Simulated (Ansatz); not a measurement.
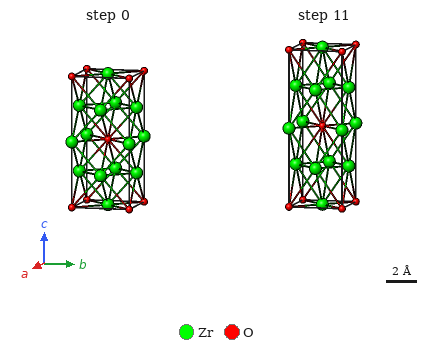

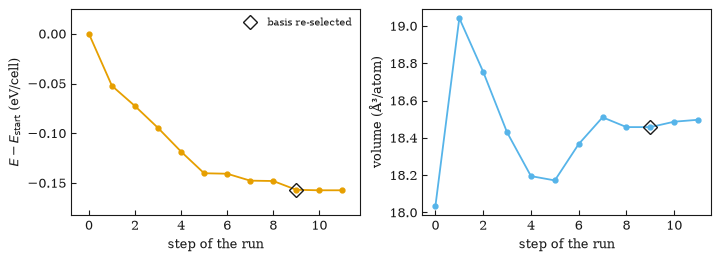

First and last geometry of a relaxation of a crystal of Zr₃O (built on the TiAl3 (D0 type), with the history of the run. The picture is a ball-and-stick view of the conventional cell (2 times the calculation's cell), seen slightly off an axis. Lengths and directions refer to the drawn axes.

Case: TiAl3 (D0_22) type (I4/mmm, No. 139).

All numbers below come from DFT r2SCAN, scalar-relativistic, plane waves, PAW (Ansatz 0.2.0). Settings: plane-wave cutoff 500 eV; k-point mesh 16 × 16 × 16; occupations gaussian; smearing width 0.1 eV; no spin polarisation; cell and atoms relaxed; force threshold 0.01 eV/Å; at most 80 steps.

> Read the history and describe the run.

The run was cut off at its time limit before the relaxation converged, so the last structure is only a point on the way. Over 10 accepted moves (11 points after the start) the energy falls by 0.157 eV per cell of the calculation. All forces vanish by symmetry, so only the cell relaxes. The pressure goes from 2.66 to 0.00 GPa. The SCF was repeated once at an unchanged geometry on a basis and grid sized afresh for the cell, which shifted the energy by 8.8 meV per cell of the calculation at most. No atom moves by more than 0.005 Å relative to the cell. Cell: a = b 4.012 → 3.711 Å (−7.5 %), c 8.962 → 10.744 Å (+19.9 %). Volume +2.6 %. Some distances before and after: O–Zr 3.007 → 3.265 Å, Zr–Zr 3.007 → 3.265 Å, O–Zr 2.837 → 2.624 Å, Zr–Zr 2.837 → 2.624 Å. The space group stays I4/mmm (No. 139). Cost: 25 min on 1 thread of Arm Neoverse V1, with other jobs on the host, peak memory 1.3 GiB.

| step | E − E(0), meV/atom | pressure, GPa | volume, Å³/atom | note |
| --- | --- | --- | --- | --- |
| 0 | 0.00 | 2.66 | 18.035 |  |
| 1 | -13.09 | -2.16 | 19.042 |  |
| 2 | -18.17 | -0.96 | 18.754 |  |
| 3 | -23.67 | 0.28 | 18.430 |  |
| 4 | -29.62 | 1.10 | 18.195 |  |
| 5 | -35.06 | 1.35 | 18.172 |  |
| 6 | -35.18 | 0.70 | 18.367 |  |
| 7 | -36.92 | -0.26 | 18.510 |  |
| 8 | -37.01 | -0.02 | 18.458 |  |
| 9 | -39.22 | 0.12 | 18.458 | same geometry, new basis |
| 10 | -39.34 | 0.04 | 18.487 |  |
| 11 | -39.34 | 0.00 | 18.497 |  |
